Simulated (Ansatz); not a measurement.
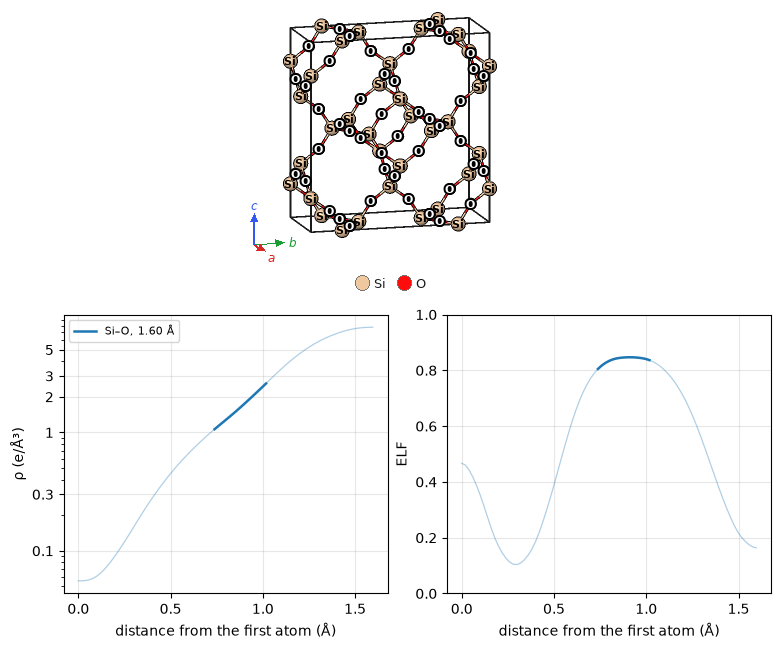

Figure. SiO2. Valence pseudo-density and electron localisation function along straight lines between neighbouring atoms. Thin, pale parts lie inside the atomic spheres. The structure is drawn too.

Space group Fmmm; a structure from a database of computed crystals, not necessarily the ambient phase; changed on purpose from its base cell (biaxial strain in the a-b plane, c and atoms relaxed: -2.0 %); computed pressure about 2 GPa in this cell.

All numbers below come from DFT PBE, scalar-relativistic, plane waves, PAW in Ansatz 0.2.0.

Core electrons are frozen (PAW), and the valence fields are smoothed inside the atomic spheres.

What can be read from the curves?

Si–O (1.60 Å): the density is about 1.3 e/Å³ at the midpoint; the ELF peaks at about 0.85 between the atoms: a polar covalent bond.
